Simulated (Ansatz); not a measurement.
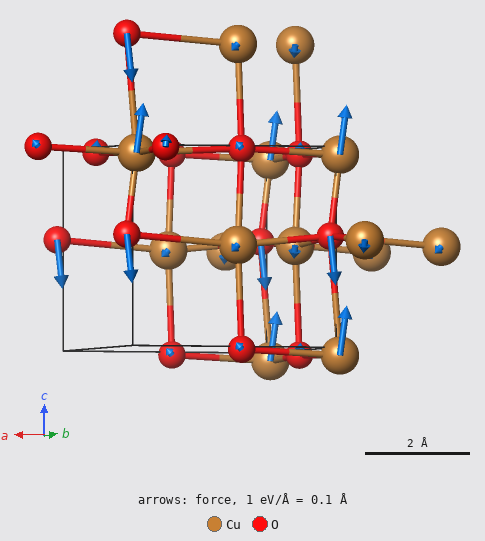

Starting geometry of a crystal of CuO (set up in P1) with the computed forces as blue arrows. A ball-and-stick model of the cell of the calculation, seen from a free direction.

The run lets cell and atoms move, from this start: all atoms moved at random, sigma 0.1 A a component.

These are results of Kohn-Sham DFT of a periodic cell, r2SCAN, Ansatz PAW (Ansatz), not measurements.

Input
```yaml
crystal:
  lattice:
    - [4.160937, 0.0, 0.0]
    - [0.0, 4.160937, 0.0]
    - [0.0, 0.0, 3.887643]
  atoms:
    - { symbol: Cu, position: [0.97755288, 0.9881666, 0.96033058] }
    - { symbol: Cu, position: [0.03966959, 0.52611003, 0.51816729] }
    - { symbol: Cu, position: [0.48115974, 0.99341849, 0.50592346] }
    - { symbol: O, position: [0.0110367, 0.50281741, 0.97548] }
    - { symbol: O, position: [0.46135738, 0.9887535, 0.98674171] }
    - { symbol: O, position: [0.02922369, 0.00073396, 0.55335695] }
hamiltonian:
  xc: r2scan
  pseudopotentials: { kind: paw }
kpoints:
  mp_grid: { grid: [7, 7, 7] }
scf:
  occupations: { method: fermi_dirac, width: 0.05 }
output:
  forces: true
  stress: true
  eigenvalues: true
relax:
  f_tol: 0.01
  max_steps: 40
  cell: { stress_tol: 0.05, p_target: 5.0 }
```

Run as
```bash
ansatz run input.yaml --threads 2 --pin off --max-ram 5632MiB --backend cpu --events-out ev --progress --plain --runs-dir out
```

> What follows when this structure is relaxed?

It isn't relaxed: the largest force vector, on a Cu atom, is 9.76 eV/Å. The final displacements follow the starting forces only in part (cosine between the two patterns 0.72). The largest move relative to the cell is that of an O atom, 0.24 Å along [−1 0 −2]. Largest moves by element: O 0.24 Å, Cu 0.20 Å. The volume changes by −6.5 %, with a = b 4.161 → 4.043 Å (−2.8 %), c 3.888 → 3.850 Å (−1.0 %). Some distances before and after: Cu–O 2.316 → 1.925 Å, Cu–O 1.598 → 1.925 Å, Cu–O 2.288 → 2.022 Å, Cu–Cu 2.592 → 2.792 Å. Bond angles that change, for instance: O–Cu–O 166.6° → 180.0°, Cu–O–Cu 166.6° → 180.0°, Cu–O–Cu 103.3° → 90.0°. The space group (tolerance 0.01 Å) goes from P1 (No. 1) to P4/mmm (No. 123). Over 4 accepted moves (5 points after the start) the energy falls by 329 meV per atom. With the target pressure of 5 GPa, the enthalpy E + pV changes by −351 meV per atom. Largest force component: 9.7 eV/Å at the start, 0.0011 eV/Å at the end. The pressure goes from 9.94 to 4.98 GPa. At 1 point the geometry stayed and the basis and grid were re-selected for the new cell (energy shift of 0.7 meV per atom at most each time). The run took 6.8 min on 2 threads of Arm Neoverse V1 (shared host), peak memory 0.75 GiB.

Limits of the set-up: an element that often carries a moment was run without spin polarisation.
